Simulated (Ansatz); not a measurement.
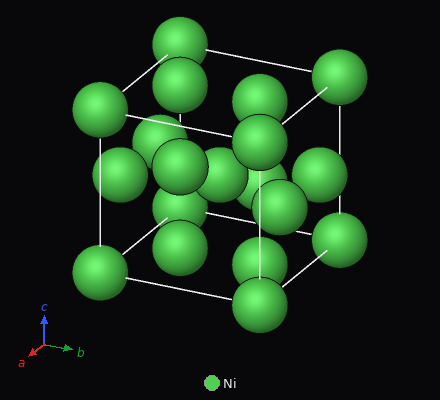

The structure, seen along [211]; the drawing may span several cells.

Structure (in its standard cell), the end point of a relaxation with Ansatz 0.2.0, DFT, revPBE, plane waves (420 eV) with PAW, scalar-relativistic; the starting structure was generated, so it need not be a known form of this composition:

Space group Pm-3n (No. 223). a = 4.493 Å, b = 4.493 Å, c = 4.493 Å, α = 90.00°, β = 90.00°, γ = 90.00°
| atom | site | symmetry | x | y | z |
| --- | --- | --- | --- | --- | --- |
| Ni | 2a | m-3. | 0.0000 | 0.0000 | 0.0000 |
| Ni | 6c | -4m.2 | 0.2500 | 0.0000 | 0.5000 |

Q: Predict the [211] zone-axis pattern (120 kV, kinematic, B = 0.5 Å²).

A: The spots form a rectangular net whose two shortest vectors correspond to d = 3.18 Å and 2.59 Å, 90.0° apart. They are 0 1 -1 (itself too weak to see) and -1 1 1 (itself extinct). The pattern has symmetry 2mm. A glide plane extinguishes reflections such as 1 -1 -1, 1 -3 1, 1 1 -3; reflections such as 1 3 -5, 3 -5 -1 are allowed by the space group but vanish because the atoms sit on special positions; reflections such as 0 1 -1, 0 2 -2, 0 3 -3 are allowed but too weak to see at this display level.

Strongest reflections with d > 0.80 Å, one of each family (|F|² from tabulated Gaussian fits of the electron scattering factors, times a small damping for the curvature of the Ewald sphere):

```
    hkl  d (Å)  I (strongest = 100)
 1 0 -2  2.009                  100
2 -2 -2  1.297                   40
2 -1 -3  1.201                   33
 2 0 -4  1.005                   20
 1 2 -4  0.980                   19
3 -2 -4  0.834                   11
```

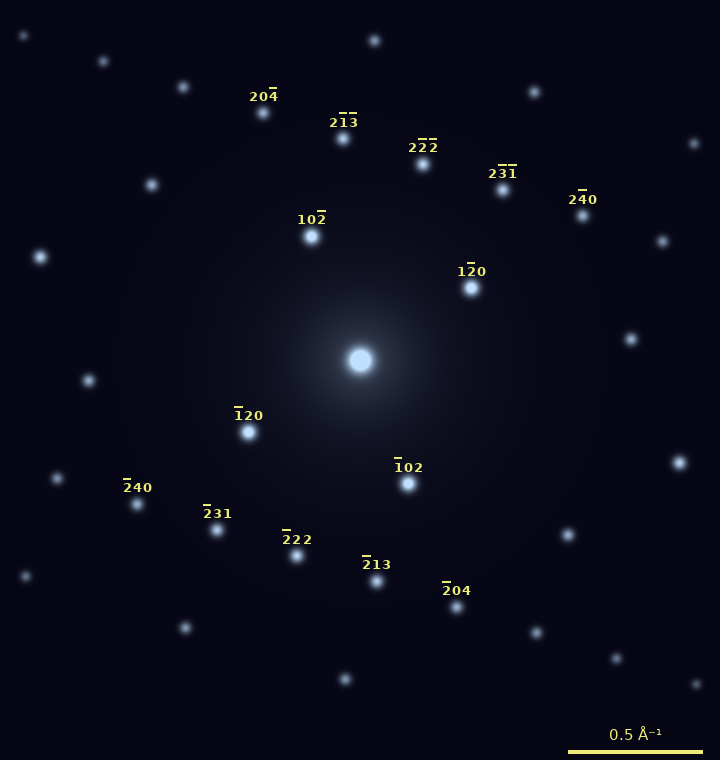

Calculated pattern, seen from the source side with [211] pointing towards the source.
